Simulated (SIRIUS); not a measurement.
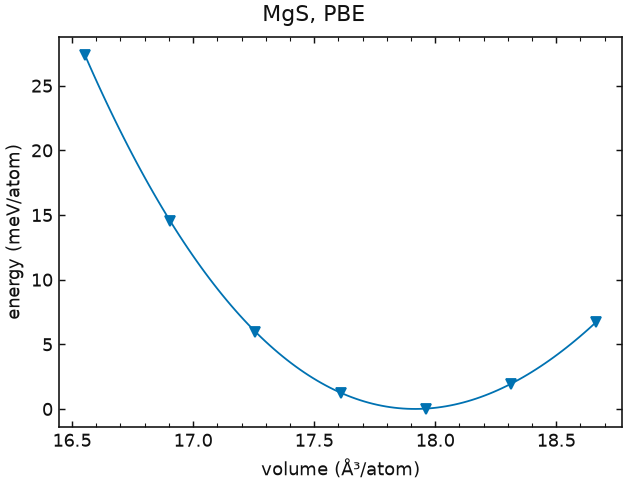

The picture above shows the energy against volume for MgS, space group Fm-3m (No. 225).

Cell as given: a = 3.679 Å, b = 3.679 Å, c = 3.679 Å, α = 60.00°, β = 60.00°, γ = 60.00°; 2 atoms.

Method: plane-wave DFT, no spin polarisation; energies at scaled volumes of the given cell, shape and fractions fixed, counted from the fit's minimum, third-order Birch-Murnaghan fit (SIRIUS 7.12.0). Level: PBE.

k mesh 5×5×5; occupations Fermi–Dirac; smearing width 0.05 eV; potentials dojo sr pbe 0.4.1 standard; wave cutoff 1152 eV; density cutoff 4606 eV.

This calculation gives: equilibrium volume 17.92 Å³/atom and bulk modulus 73.9 GPa.

Now the level changes from PBE to PBEsol. How do these quantities change?

The equilibrium volume falls from 17.92 to 17.48 Å³/atom (−2.5 %) and the bulk modulus rises from 73.9 to 77.8 GPa (+5.3 %).

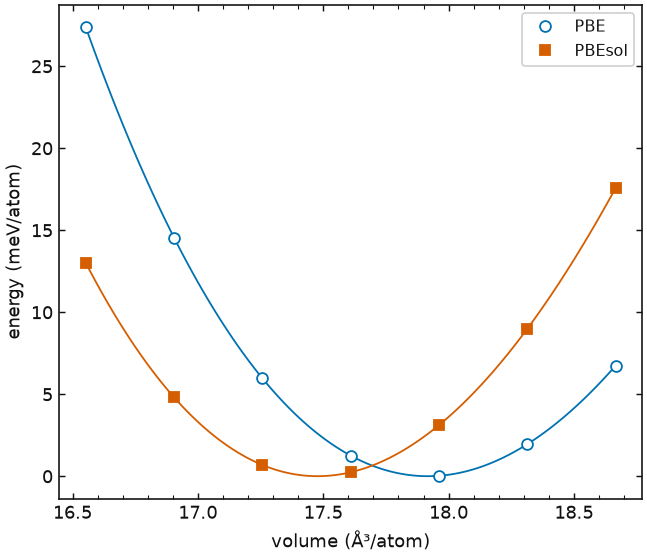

The two results together.

V0 and the bulk modulus come from third-order Birch–Murnaghan fits.
